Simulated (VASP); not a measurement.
# A VASP study of MgO (Periclase) (optB86b-vdW): structure first, properties next

How well does optB86b-vdW reproduce what experiment finds for MgO (Periclase)? The cell is relaxed first, and properties follow on it. The steps: relaxing cell and atoms (optB86b-vdW), density, ELF and potential (optB86b-vdW), bands along the symmetry lines (optB86b-vdW), total and projected DOS (optB86b-vdW), zone-centre phonons (optB86b-vdW) and response to an electric field (optB86b-vdW). The start is a cell from a database of measured crystal structures.

Program: VASP 6.6.1. Level of theory: optB86b-vdW; plane waves and PAW (Mg, O). Results are calculated unless marked as measured.

The experiments to compare with:

For MgO, rocksalt (phase in multiphase steam-pyrolysed phosphate tailings), “Study on Pyrolysis Characteristics of Phosphate Tailings under H2O Atmosphere” (2024, pmc:11084758) gives, by powder XRD, Rietveld refinement: lattice constant a 4.21322 ± 5e-05 Å [refined as one phase in multiphase pyrolysed phosphate tailings, not a pure sample].

“Electronic structure of alkaline earth and post-transition metal oxides” (2009, arxiv:0908.1581) quotes from earlier work for MgO, rocksalt (bulk crystal): band gap (literature experimental gap) 7.83 eV [Literature value based on experiment; other listed experimental values range from 7.7 to …].

“Infrared Optical Properties of Ferropericlase (Mg1-xFexO): Experiment and Theory” (2007, arxiv:0704.2267) reports for MgO, rocksalt, by infrared reflectance, oscillator fit (wedged single crystal slab, 295 K): infrared mode (TO phonon at Gamma (T1u)) 396.5 cm⁻¹.

This is a report of a sequence of runs, with most program output left out.

The database entry behind the starting cell differs from later determinations by our own check (about 0.1 % long), so it need not match the best structure at ambient conditions.

### 1. The starting structure

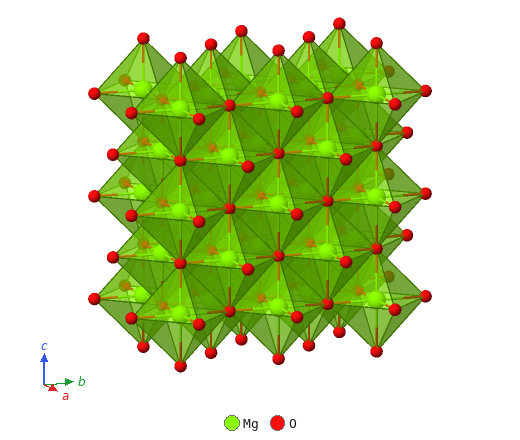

Start, viewed slightly off an axis; magnesium green, oxygen red. 1×2×2 cells are drawn. This picture shows the conventional cell, with its axes. Some periodic images of atoms are drawn too.

Coordinates:

```
Mg O
1.0
     0.00000    2.10850    2.10850
     2.10850    0.00000    2.10850
     2.10850    2.10850    0.00000
Mg O
1 1
Direct
  0.00000 0.00000 0.00000
  0.50000 0.50000 0.50000
```

### 2. Relaxing cell and atoms (optB86b-vdW)

The start need not lie at this functional's minimum. ISIF = 3 frees volume, shape and positions, and EDIFFG sets the threshold on forces and stress at which the search stops. optB86b-vdW pairs nonlocal correlation with a less repulsive exchange of B86b form. LUSE_VDW switches on a nonlocal correlation term for dispersion.

Input file INCAR:

```
SYSTEM = MgO
PREC = Accurate
ENCUT = 520
EDIFF = 1E-06
NELM = 100
ISMEAR = 0
SIGMA = 0.05
LREAL = .FALSE.
ALGO = Normal
GGA = MK
AGGAC = 0
LUSE_VDW = .TRUE.
PARAM1 = 0.1234
PARAM2 = 1
LASPH = .TRUE.
NBANDS = 10
LORBIT = 11
LWAVE = .FALSE.
LCHARG = .FALSE.
KPAR = 2
IBRION = 2
NSW = 60
ISIF = 3
EDIFFG = -0.01
```

Input file POSCAR:

```
MgO
1.0
    0.0000000000      2.1085000000      2.1085000000
    2.1085000000      0.0000000000      2.1085000000
    2.1085000000      2.1085000000      0.0000000000
Mg O
1 1
Direct
    0.0000000000      0.0000000000      0.0000000000
    0.5000000000      0.5000000000      0.5000000000
```

Input file KPOINTS:

```
Automatic mesh
0
Gamma
9 9 9
0 0 0
```

The projector-augmented-wave data sets are Mg and O (PBE family, release 64).

Run with:

```console
mpirun -np 2 vasp_std
```

Run time: 25 s. Hardware: 2 MPI ranks of AMD EPYC 7R43, shared host; peak memory 0.45 GiB; 48 s of CPU time.

The gap is read on the k-mesh alone, so it is an upper bound where the band edges lie off the mesh. The PAW data sets were made with PBE, which is usual practice but a small mismatch for other functionals. The run keeps the 48 symmetry operations of its start, so it cannot find a distortion of lower symmetry.

Relaxation path:

```tsv
step	energy less that of the first step (eV)	largest force (eV/Å)	pressure (GPa)	volume (Å³)
1	0.0000	0.0000	0.43	18.75
2	-0.0001	0.0000	-0.11	18.82
```

```tsv
conventional cell, symmetrised	before	after	change
a (Å)	4.217	4.222	+0.1 %
b (Å)	4.217	4.222	+0.1 %
c (Å)	4.217	4.222	+0.1 %
volume (Å³/atom)	9.37	9.41	+0.4 %
```

The relaxed structure:

```cif
data_structure
_symmetry_space_group_name_H-M 'P 1'
_symmetry_Int_Tables_number 1
_cell_length_a 2.9854
_cell_length_b 2.9854
_cell_length_c 2.9854
_cell_angle_alpha 60.000
_cell_angle_beta 60.000
_cell_angle_gamma 60.000
_cell_volume 18.82
loop_
_atom_site_label
_atom_site_type_symbol
_atom_site_fract_x
_atom_site_fract_y
_atom_site_fract_z
_atom_site_occupancy
Mg1 Mg 0.00000 0.00000 0.00000 1
O2 O 0.50000 0.50000 0.50000 1
```

This step gave:

- electrons: 8
- bands: 10
- irreducible k-points: 35
- symmetry operations: 48
- free energy (TOTEN): -9.200 eV
- Fermi energy: 3.240 eV
- pressure: -0.1098 GPa
- metallic: no
- valence top at k: 0, 0, 0
- conduction bottom at k: 0, 0, 0
- least direct gap at k: 0, 0, 0
- SCF cycles over all ionic steps: 16
- gap on the k-mesh: 4.784 eV
- least direct gap on the k-mesh: 4.784 eV

It ends with forces that vanish by symmetry and a pressure of -0.11 GPa. The volume lies +0.4 % from that of the database's start.

### 3. Density, ELF and potential (optB86b-vdW)

A single point on the relaxed cell gives a clean self-consistent state, with density, ELF and potential written out.

Edit INCAR of step 2 so:

```diff
@@ -18,7 +18,5 @@
 LWAVE = .FALSE.
-LCHARG = .FALSE.
-KPAR = 2
-IBRION = 2
-NSW = 60
-ISIF = 3
-EDIFFG = -0.01
+LCHARG = .TRUE.
+ISIF = 2
+LELF = .TRUE.
+LVHAR = .TRUE.
```

Input file POSCAR:

```
MgO
1.0
    0.0000000000      2.1110313027      2.1110313027
    2.1110313027      0.0000000000      2.1110313027
    2.1110313027      2.1110313027      0.0000000000
Mg O
1 1
Direct
    0.0000000000      0.0000000000      0.0000000000
    0.5000000000      0.5000000000      0.5000000000
```

KPOINTS is that of step 2.

Run with:

```console
mpirun -np 2 vasp_std
```

Wall time 10 s (2 MPI ranks); peak memory 0.37 GiB.

Numbers from this step:

```yaml
scf_cycles: 11
pressure: -0.1561 GPa
```

Valence electrons inside each PAW sphere by angular momentum. Sphere charges, by row:

```tsv
atom	s (e)	p (e)	d (e)	tot (e)
Mg1	0.146	0.176	0.078	0.4
O2	1.536	3.556	0	5.092
```

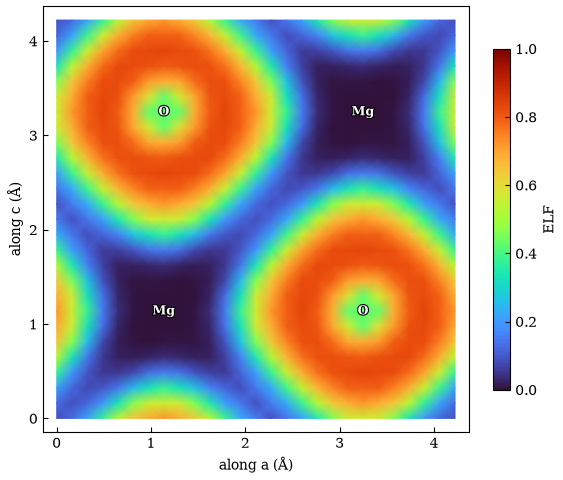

ELF in the ac plane of the conventional cell at fractional y = 0.000, with atoms of Mg and O within 0.2 Å of it. It is the smooth field of the valence electrons, not physical close to the nuclei. The map starts off the cell's origin, so that atoms lie inside it.

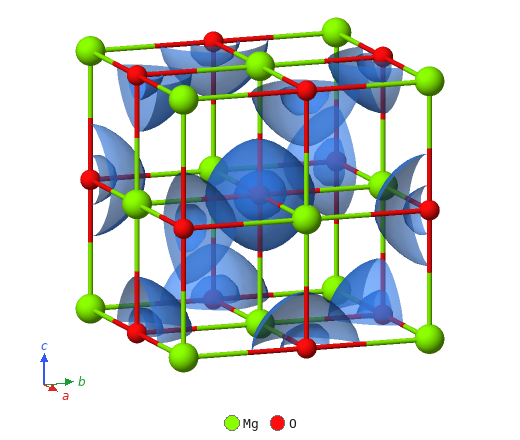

Surface of ELF = 0.75.

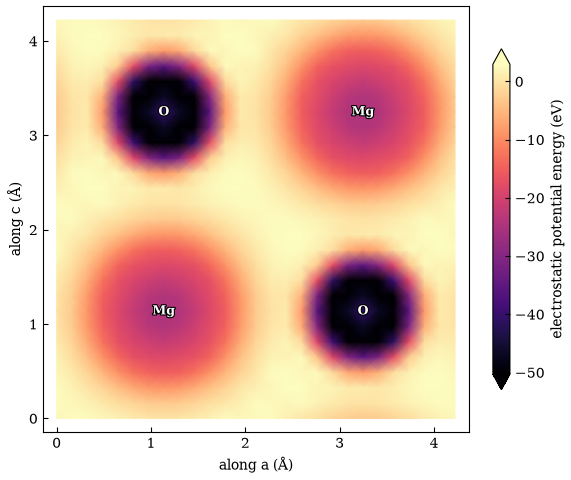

Electrostatic potential energy in the ac plane of the conventional cell at fractional y = 0.000, with atoms of Mg and O within 0.2 Å of it. With pseudopotentials it is smooth inside the atoms' cores, unlike the true potential. The map starts off the cell's origin, so that atoms lie inside it.

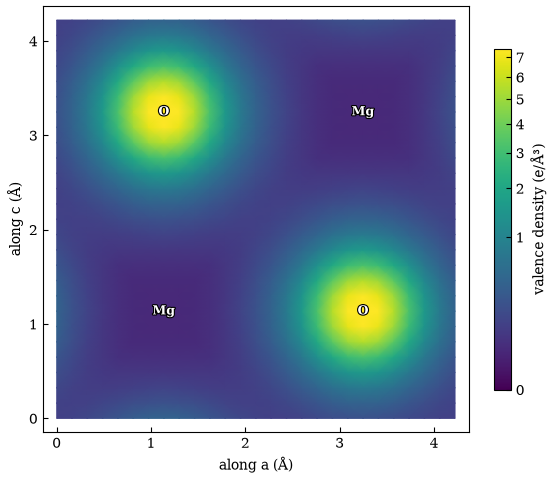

Valence density in the ac plane of the conventional cell at fractional y = 0.000, with atoms of Mg and O within 0.2 Å of it. It is the smooth field of the valence electrons, not physical close to the nuclei. The map starts off the cell's origin, so that atoms lie inside it. The colour scale is stretched toward low values.

In this run the pressure is -0.16 GPa, small enough to go on.

### 4. Bands along the symmetry lines (optB86b-vdW)

The mesh alone shows little of the dispersion and can miss band extrema, so KPOINTS_OPT adds a path through the symmetry points after the self-consistent cycle.

Edit INCAR of step 3 so:

```diff
@@ -15,8 +15,6 @@
 LASPH = .TRUE.
-NBANDS = 10
+NBANDS = 16
 LORBIT = 11
 LWAVE = .FALSE.
-LCHARG = .TRUE.
-ISIF = 2
-LELF = .TRUE.
-LVHAR = .TRUE.
+LCHARG = .FALSE.
+KPAR = 2
```

POSCAR is that of step 3.

KPOINTS is that of step 3.

Input file KPOINTS_OPT:

```
Line mode
16
Line-mode
Reciprocal
  0.00000000   0.00000000   0.00000000 GAMMA
  0.50000000   0.00000000   0.50000000 X

  0.50000000   0.00000000   0.50000000 X
  0.50000000   0.25000000   0.75000000 W

  0.50000000   0.25000000   0.75000000 W
  0.37500000   0.37500000   0.75000000 K

  0.37500000   0.37500000   0.75000000 K
  0.00000000   0.00000000   0.00000000 GAMMA

  0.00000000   0.00000000   0.00000000 GAMMA
  0.50000000   0.50000000   0.50000000 L

  0.50000000   0.50000000   0.50000000 L
  0.62500000   0.25000000   0.62500000 U

  0.62500000   0.25000000   0.62500000 U
  0.50000000   0.25000000   0.75000000 W

  0.50000000   0.25000000   0.75000000 W
  0.50000000   0.50000000   0.50000000 L

  0.50000000   0.50000000   0.50000000 L
  0.37500000   0.37500000   0.75000000 K

  0.62500000   0.25000000   0.62500000 U
  0.50000000   0.00000000   0.50000000 X
```

Run with:

```console
mpirun -np 2 vasp_std
```

It took 26 s on 2 MPI ranks; peak memory 0.46 GiB.

This step gave:

- bands: 16
- Fermi energy: 3.356 eV
- pressure: -0.1704 GPa
- least gap on mesh and path: 4.784 eV
- least direct gap on mesh and path: 4.784 eV

Electronic bands along the path, in eV, zero at the valence-band top; v1 is the highest filled band, c1 the lowest empty one:

```tsv
point	v3	v2	v1	c1	c2
Γ	0.00	0.00	0.00	4.78	15.78
X	-4.04	-1.34	-1.34	9.18	9.98
W	-2.93	-2.93	-1.75	11.67	11.67
K	-3.46	-2.68	-1.13	10.12	11.77
Γ	0.00	0.00	0.00	4.78	15.78
L	-4.57	-0.65	-0.65	7.94	12.60
U	-3.46	-2.68	-1.13	10.12	11.77
W	-2.93	-2.93	-1.75	11.67	11.67
L	-4.57	-0.65	-0.65	7.94	12.60
K	-3.46	-2.68	-1.13	10.12	11.77
jump to U	-3.46	-2.68	-1.13	10.12	11.77
X	-4.04	-1.34	-1.34	9.18	9.98
```

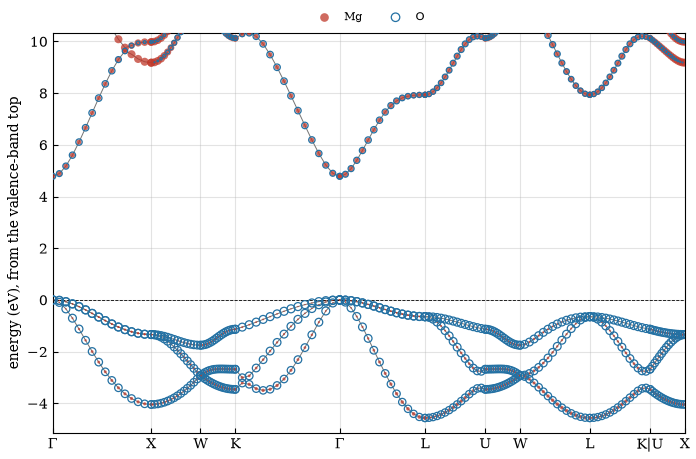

Electronic bands along the path; dots are coloured as in the legend, and their area grows with the weight.

The path finds the gap of the mesh within 0.02 eV, so the mesh comes close to both band edges.

### 5. Total and projected DOS (optB86b-vdW)

A density of states needs more k-points than a total energy; ISMEAR = -5 takes tetrahedra, and LORBIT projects the states on the PAW spheres. The mesh is finer than in the run before.

Edit INCAR of step 4 so:

```diff
@@ -5,3 +5,3 @@
 NELM = 100
-ISMEAR = 0
+ISMEAR = -5
 SIGMA = 0.05
@@ -20 +20,2 @@
 KPAR = 2
+NEDOS = 2001
```

POSCAR is that of step 4.

Input file KPOINTS:

```
Automatic mesh
0
Gamma
13 13 13
0 0 0
```

Run with:

```console
mpirun -np 2 vasp_std
```

It took 23 s on 2 MPI ranks; peak memory 0.48 GiB; 43 s of CPU time.

This step gave:

```yaml
irreducible_k_points: 84
free_energy_toten: -9.201 eV
fermi_energy: 3.036 eV
pressure: -0.1706 GPa
```

The density of states has structure finer than the step of the table below, so its rows give means over 2 eV, whole bins alone (the curve runs from -12.0 to 12.7 eV). Peaks (eV: height): total -3.6: 2.70, -0.7: 3.00, 10.2: 1.00, 12.1: 1.8; O p -3.6: 1.27, -0.7: 2.08, 12.1: 0.563; Mg p -3.6: 0.0972, -1.3: 0.0766, 10.2: 0.0695, 11.9: 0.0617; Mg s -3.5: 0.127, 10.2: 0.0984, 12.4: 0.188; O s -3.5: 0.0281, 8.1: 0.0578.

States under -12.0 eV and over 12.7 eV are left out. Density of states against energy, zero at the valence-band top; means over each step; values in states/eV/cell:

```tsv
energy (eV)	total	O p	Mg p	Mg s	O s
-6	0	0	0	0	0
-4	0.838	0.394	0.0253	0.0456	0.00879
-2	1.29	0.778	0.0407	0.0172	0.00690
0	0.874	0.608	0.0121	9.9e-4	5.4e-4
2	0	0	0	0	0
4	3.0e-4	1.0e-5	0	6.3e-5	7.4e-5
6	0.0581	0.00848	0.00163	0.0103	0.0111
8	0.330	0.0505	0.0314	0.0291	0.0410
10	0.742	0.104	0.0506	0.0593	0.0366
```

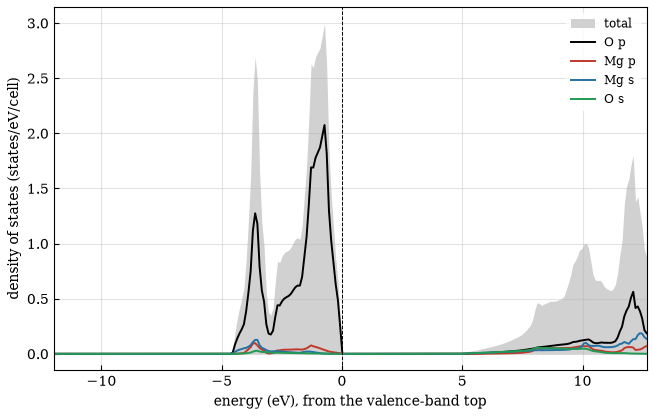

Density of states, plotted against energy.

The gap on this mesh is 4.78 eV. In the top eV of the valence band the largest shares in the PAW spheres are O p 70 %; in the lowest eV of the conduction band, O s 22 %, Mg s 21 % and O p 9 %. The rest lies in smaller channels or between the spheres.

### 6. Zone-centre phonons (optB86b-vdW)

Zone-centre modes test whether the atoms sit at a minimum within this cell. IBRION = 6 takes the force constants from differences of forces between displaced cells, so the forces must be tight.

Input file INCAR:

```
SYSTEM = MgO
PREC = Accurate
ENCUT = 520
EDIFF = 1E-08
NELM = 100
ISMEAR = 0
SIGMA = 0.05
LREAL = .FALSE.
ALGO = Normal
GGA = MK
AGGAC = 0
LUSE_VDW = .TRUE.
PARAM1 = 0.1234
PARAM2 = 1
LASPH = .TRUE.
NBANDS = 10
LORBIT = 11
LWAVE = .FALSE.
LCHARG = .FALSE.
KPAR = 2
IBRION = 6
NFREE = 2
POTIM = 0.015
ISIF = 2
NSW = 1
```

POSCAR is that of step 5.

Input file KPOINTS:

```
Automatic mesh
0
Gamma
9 9 9
0 0 0
```

Run with:

```console
mpirun -np 2 vasp_std
```

The job ended after 75 s (2 MPI ranks; peak memory 0.48 GiB).

The last energy, forces, stress and levels in OUTCAR belong to the last displaced cell, not to the cell of POSCAR.

Numbers from this step:

```
bands                     : 10
irreducible k-points      : 35
pressure of the cell      : -0.1066 GPa
largest force of the cell : 0 eV/Å
```

Transverse limit, no LO-TO splitting. The modes at Γ (shares of kinetic energy by element, %):

```tsv
mode	frequency (cm⁻¹)	symmetry	Mg %	O %
1	-0.1	acoustic	60	40
2	-0.1	acoustic	60	40
3	-0.1	acoustic	60	40
4	394.0	T1u	40	60
5	394.0	T1u	40	60
6	394.0	T1u	40	60
```

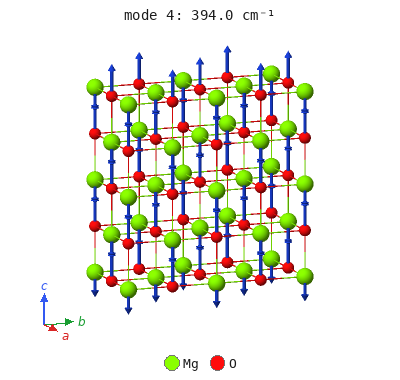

Displacement patterns of mode 4 at Γ; arrows are exaggerated. 1×2×2 conventional cells are drawn. Some periodic images of atoms are drawn too.

The three acoustic modes lie within 0.1 cm⁻¹ of zero, and all others are real. By the characters of their eigenvectors the optical modes sort into (cm⁻¹) infrared active: T1u 394.

### 7. Response to an electric field (optB86b-vdW)

The response to a static field gives the electronic dielectric tensor and the Born charges. It needs tightly converged orbitals, hence the small EDIFF.

Input file INCAR:

```
SYSTEM = MgO
PREC = Accurate
ENCUT = 520
EDIFF = 1E-07
NELM = 100
ISMEAR = 0
SIGMA = 0.01
LREAL = .FALSE.
ALGO = Normal
GGA = MK
AGGAC = 0
LUSE_VDW = .TRUE.
PARAM1 = 0.1234
PARAM2 = 1
LASPH = .TRUE.
NBANDS = 10
LORBIT = 11
LWAVE = .FALSE.
LCHARG = .FALSE.
LCALCEPS = .TRUE.
LPEAD = .TRUE.
```

POSCAR is that of step 6.

Input file KPOINTS:

```
Automatic mesh
0
Gamma
7 7 7
0 0 0
```

Run with:

```console
mpirun -np 2 vasp_std
```

Wall time 6 min (2 MPI ranks); peak memory 0.49 GiB.

Energies printed during the response cycles are not total energies of the cell.

Numbers from this step:

```yaml
irreducible_k_points: 20
```

Electronic dielectric tensor with local fields:

```
3.07 0.00 0.00
0.00 3.07 0.00
0.00 0.00 3.07
```

Born effective charge (e), principal values of the symmetric part by kind of site:

```tsv
atom	atoms with these values	low	middle	high	mean
Mg1	1	1.92	1.92	1.92	1.92
O2	1	-1.92	-1.92	-1.92	-1.92
```

In full for O2:

```
-1.92  0.00  0.00
 0.00 -1.92  0.00
 0.00  0.00 -1.92
```

The Born charges sum to zero; the printed set may have that rule imposed, so this is no test. Born charges and mode vectors give each infrared mode its dipole; summed over the modes, dipole squared over frequency squared adds 6.42 to the electronic 3.07, for a mean static constant of 9.49. With one infrared mode the Lyddane-Sachs-Teller relation, LO/TO = (ε0/ε∞)^½, puts the longitudinal line at 693 cm⁻¹. The mean Born charge of O, -1.92 e, lies near its nominal -2, though a dynamic charge doesn't by itself measure how ionic a bond is.

### 8. What came out

```yaml
relaxed_volume: 9.408 Å³/atom
relaxed_conventional_cell_a_b_c: 4.222, 4.222, 4.222 Å
space_group_after_relaxing_within_0p02_a: Fm-3m (No. 225)
band_gap: 4.78 eV, direct
gap_among_the_points_of_the_dos_mesh_alone_an_upper_bound: 4.78 eV
highest_zone_centre_mode: 394 cm⁻¹
static_dielectric_constant_from_modes_and_born_charges_mean: 9.49
lo_mode_by_the_lyddane_sachs_teller_relation: 693 cm⁻¹
electronic_dielectric_constant_mean: 3.07
```

In words: With optB86b-vdW, MgO (Periclase) relaxes to 9.408 Å³/atom in space group Fm-3m (held by the symmetry of the run) and has a direct gap of 4.78 eV. Against the listed cell the volume lies +0.4 %. Bands along the symmetry lines (optB86b-vdW): The path shows a direct gap of 4.78 eV (valence top at Γ, conduction bottom at Γ). Zone-centre phonons (optB86b-vdW): The highest mode in this list at Γ, 394.0 cm⁻¹, has its largest share on O (60 % of the kinetic energy). Response to an electric field (optB86b-vdW): The electronic dielectric tensor with local fields is isotropic, 3.07. Response to an electric field (optB86b-vdW): Mean Born effective charge: Mg1 1.92, O2 -1.92 e. Semilocal functionals usually underestimate gaps. Modes at Γ alone can't show that the crystal is stable at other wave vectors, and the LO-TO splitting is not included. No search among competing phases was made, and a listed structure need not be the one stable at ambient conditions. All values are for a static lattice at zero temperature.

Comparison with the measured values:

```
                                      quantity  measured      optB86b-vdW
                        lattice constant a (Å)   4.21322   4.222 (+0.2 %)
                     band gap (least gap) (eV)      7.83  4.78 (-3.05 eV)
infrared mode, TO phonon at Gamma (T1u) (cm⁻¹)     396.5     394 (-0.6 %)
```

Measured values from pmc:11084758 (2024), arxiv:0908.1581 (2009) and arxiv:0704.2267 (2007).

How well it matches: The lattice constant a is off by +0.2 %: good agreement. The band gap is off by -3.05 eV: a clear miss. Local and semilocal functionals usually give gaps below the measured ones. Zero-point and thermal motion shift the measured gap. The infrared mode is off by -0.6 %: good agreement. The grades are ours: good and fair within 0.7 and 1.5 % for the lattice constant a and 3 and 7 % for the infrared mode. Zero-point motion and thermal expansion (measured at up to 295 K) are not in the computed lattice constants and infrared mode.

[Lines on the potential files, build, host, timing and source positions are cut from VASP's logs without a mark.]

[Logs are printed without paths, hosts, clocks, repeated set-up lines and the standing remarks that a program may print on its own settings, such as how far it seeks lower states.]

[Hosts, paths, dates, database ids (printed as entryN), source tags and the programs' standing remarks are cut or masked in the printed files.]

[A measured line is paired with the nearest computed mode of its activity, which favours agreement.]
